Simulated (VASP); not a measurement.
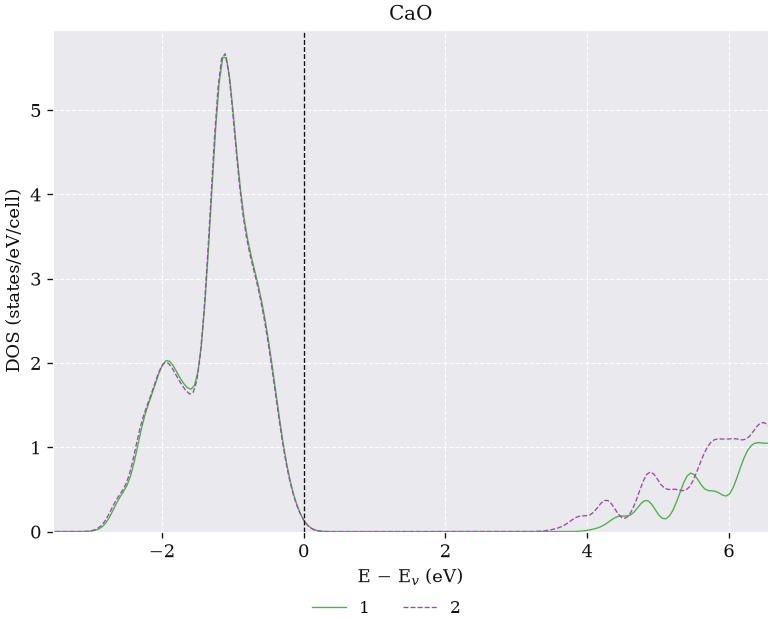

Total densities of states of CaO, space group R-3m (No. 166), 2 atoms in the cell, rocksalt type, epitaxial (111) strain −2.5%, by two methods on the same cell. The curves are built from the levels of the k mesh with Gaussians 0.3 eV wide, which also blur the band edges. Each is counted from its own valence-band top.

Question: Which curve is which? The methods: PBE (VASP), r2SCAN (VASP).

Answer: 1 is r2SCAN (VASP); 2 is PBE (VASP). r2SCAN (VASP) gives a gap of 4.11 eV and PBE (VASP) gives a gap of 3.56 eV.

Settings. r2SCAN (VASP): DFT, r2SCAN, plane waves, PAW, 10×10×10 k mesh, 520 eV cutoff, Gaussian smearing of 0.01 eV (VASP 6.6.1). PBE (VASP): DFT, PBE, plane waves, PAW, 10×10×10 k mesh, 520 eV cutoff (VASP 6.6.1).
